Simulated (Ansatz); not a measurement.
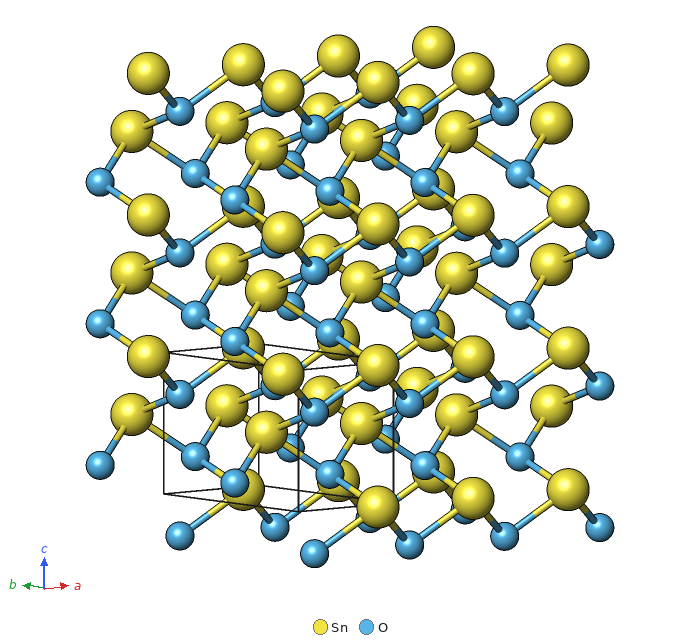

The compound is SnO (space group Pmn2_1, No. 31), taken as coordinates from a relaxation at fixed volume with DFT PBE+D3(BJ), scalar-relativistic, plane waves, PAW (Ansatz 0.2.0).

Bonds are taken as O–Sn below 2.4 Å; no other contact counts. Simplification: prune 0- and 1-connected atoms, fold 2-connected ones into links.

Q: What kind of net remains, and which atoms are its nodes?

A: A uninodal 3-connected, two-periodic (layers) net: Sn and O are 3-connected nodes.

Q: Does the net have a name?

A: It is the hcb net, known from graphene.

Q: How do the layers lie?

A: The layers lie parallel to (010).

Q: Give the point symbol of each node (shortest cycle at each angle).

A: Sn and O: 6^3.

The simplified net, drawn on the atoms' positions. Nodes are coloured by element. One layer is drawn. Edges to nodes outside the piece are drawn as stubs.

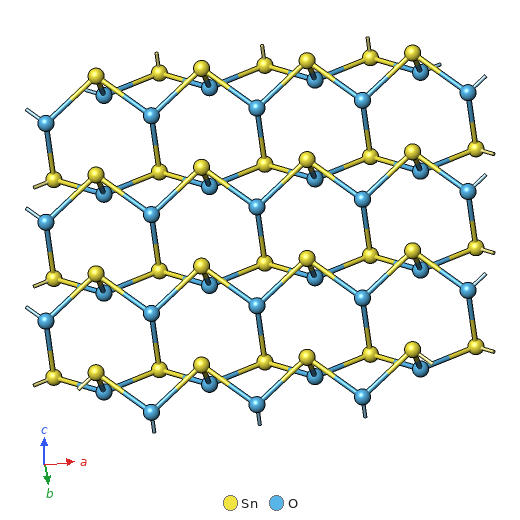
